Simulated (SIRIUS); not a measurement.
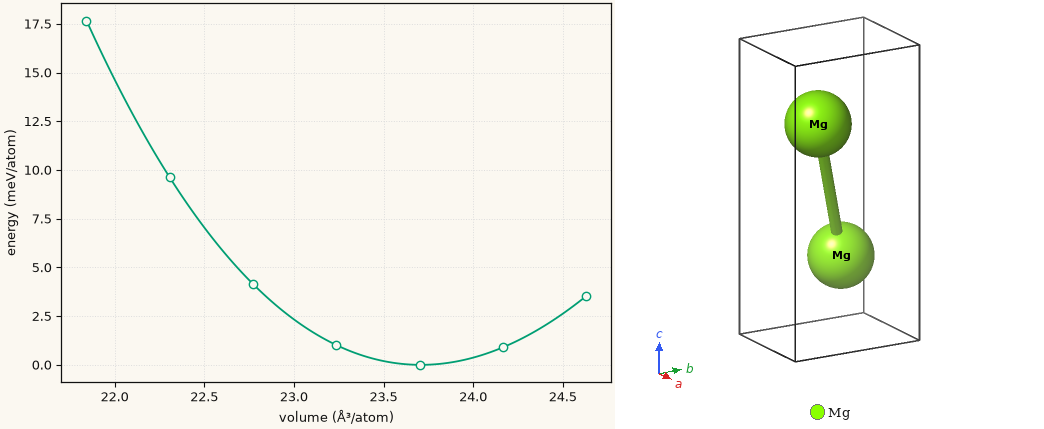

Plotted: energy against volume for Mg, space group P6_3/mmc (No. 194). The conventional cell is drawn beside the plot.

Starting cell:
```
CELL_PARAMETERS angstrom
3.20930 0.00000 0.00000
-1.60465 2.77934 0.00000
0.00000 0.00000 5.21030
ATOMIC_POSITIONS crystal
Mg 0.66667 0.33333 0.75000
Mg 0.33333 0.66667 0.25000
```

Method: all-electron LAPW DFT, no spin polarisation; energies at scaled volumes of the given cell, shape and fractions fixed, counted from the fit's minimum, third-order Birch-Murnaghan fit (SIRIUS 7.12.0). Level: RPBE.

k mesh 10×10×5; occupations Fermi–Dirac; smearing width 0.05 eV; potentials all electron FP LAPW; program settings basis apw+lo standard, gk cutoff 3.41 1/bohr, pw cutoff 20 1/bohr.

### How stiff is the solid, and where is its volume at rest?

A third-order Birch–Murnaghan fit gives V0 = 23.71 Å³/atom, B0 = 33.6 GPa and B′ = 4.1.

Keep in mind: shape and atomic fractions are frozen while scaling, which makes layered, chain and framework solids too stiff.
